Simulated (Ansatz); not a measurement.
Start from this file.

```cif
data_structure
_symmetry_space_group_name_H-M 'P 1'
_symmetry_Int_Tables_number 1
_cell_length_a 2.8108
_cell_length_b 2.8108
_cell_length_c 4.0664
_cell_angle_alpha 90.000
_cell_angle_beta 90.000
_cell_angle_gamma 90.000
_cell_volume 32.13
loop_
_atom_site_label
_atom_site_type_symbol
_atom_site_fract_x
_atom_site_fract_y
_atom_site_fract_z
_atom_site_occupancy
Ti1 Ti 0.50000 0.50000 0.50000 1
Al1 Al 0.00000 0.00000 0.00000 1
```

Say what kind of structure these coordinates give.

Answer. It has the composition TiAl. The symmetry is that of P4/mmm (No. 123), on a primitive tetragonal lattice. Type of structure: CuAu (L1₀) type. Cell content: 1 Ti, 1 Al, that is 1 formula unit. Ti is linked to eight Al and four Ti in a cuboctahedral arrangement (2.84 Å to Al, 2.81 Å to Ti). Al is coordinated by eight Ti and four Al in a cuboctahedral arrangement (2.84 Å to Ti, 2.81 Å to Al). The bonds build a three-dimensional framework.

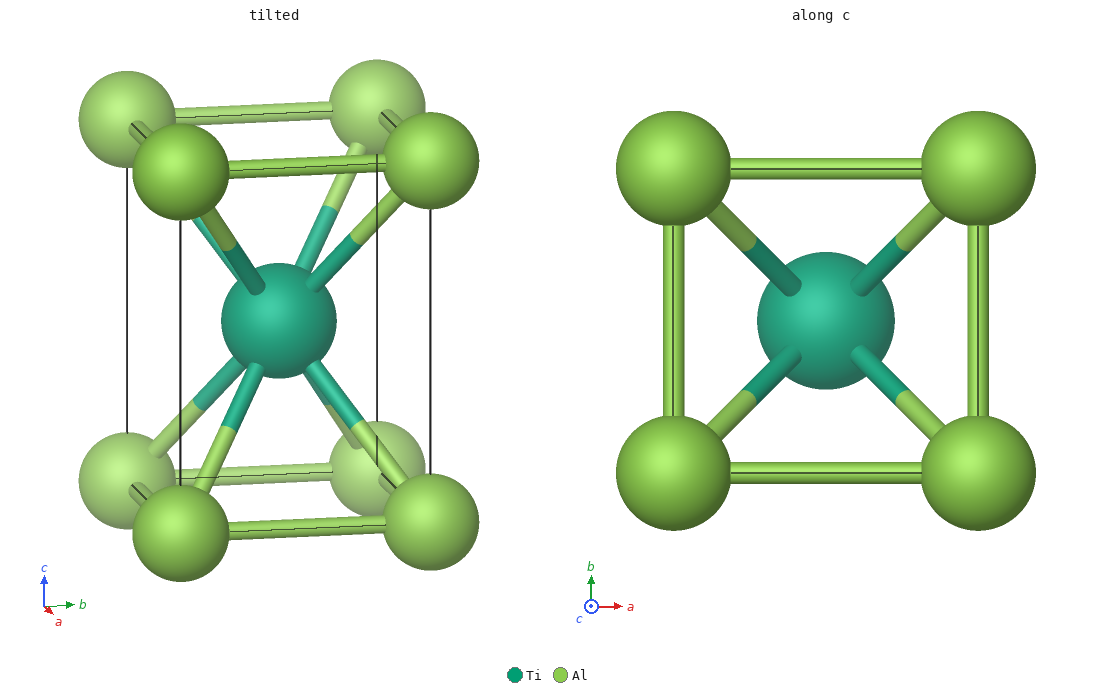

This ball-and-stick model is shown slightly off an axis and along the c axis. The frame is the conventional unit cell; atoms at its boundary are shown with their periodic copies. Colours: titanium teal, aluminium green.

Origin of the cell: a structure listed in the Materials Project. Earlier steps of the study, as a rule a relaxation of our own, may have changed the cell and positions, so they can lie some per cent off the listed ones. Ansatz was used for an electronic-structure calculation on it.
